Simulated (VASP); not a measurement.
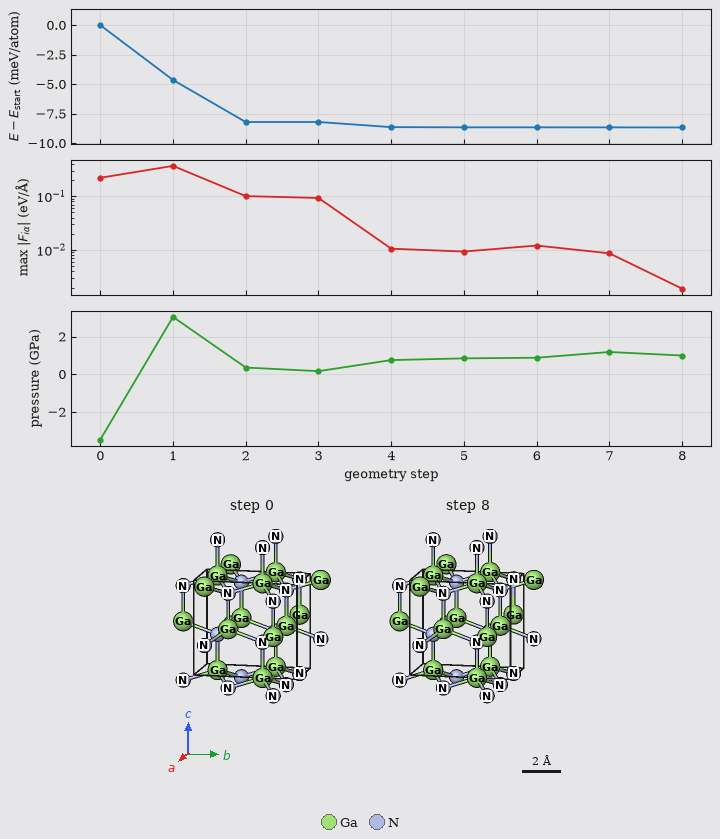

First and last geometry of a relaxation of crystalline GaN (a generated structure, set up in Cmc2_1), with the history of the run. A ball-and-stick model of the cell of the calculation, reduced to other axes, seen slightly off an axis. Lengths and directions refer to the drawn axes.

The run lets cell and atoms move.

Method: Kohn-Sham DFT of a periodic cell, LDA, VASP PAW LDA potentials, recommended in VASP.

The input:
```
SYSTEM = GaN
ALGO = Normal
EDIFF = 1E-6
EDIFFG = -0.02
ENCUT = 600
IBRION = 2
ISIF = 3
ISMEAR = 0
KPAR = 2
LASPH = .True.
LATTICE_CONSTRAINTS = .FALSE. .FALSE. .TRUE.
LCHARG = .False.
LREAL = .False.
LWAVE = .False.
NELM = 100
NSW = 60
PREC = Accurate
SIGMA = 0.02
```

Launched with:
```bash
cat potpaw_LDA.64/Ga_d/POTCAR potpaw_LDA.64/N/POTCAR > POTCAR
mpirun -np 2 vasp_std > vasp.out
```

What do the curves and the structures tell?

Answer. It converged. The energy falls by 8.7 meV per atom in 8 geometry steps. The largest force component goes from 0.22 to 0.0019 eV/Å. The pressure goes from −3.47 to 1.00 GPa. The atoms keep their places relative to the cell (all moves are under 0.005 Å). The drawn cell changes as follows: a unchanged at 3.156 Å, b 5.613 → 5.478 Å (−2.4 %), c unchanged at 5.113 Å; the volume changes by −2.4 %. Among the contacts that change: Ga–N 1.972 → 1.929 Å, Ga–N 1.938 → 1.928 Å. The space group (tolerance 0.01 Å) goes from Cmc2_1 (No. 36) to P6_3mc (No. 186).
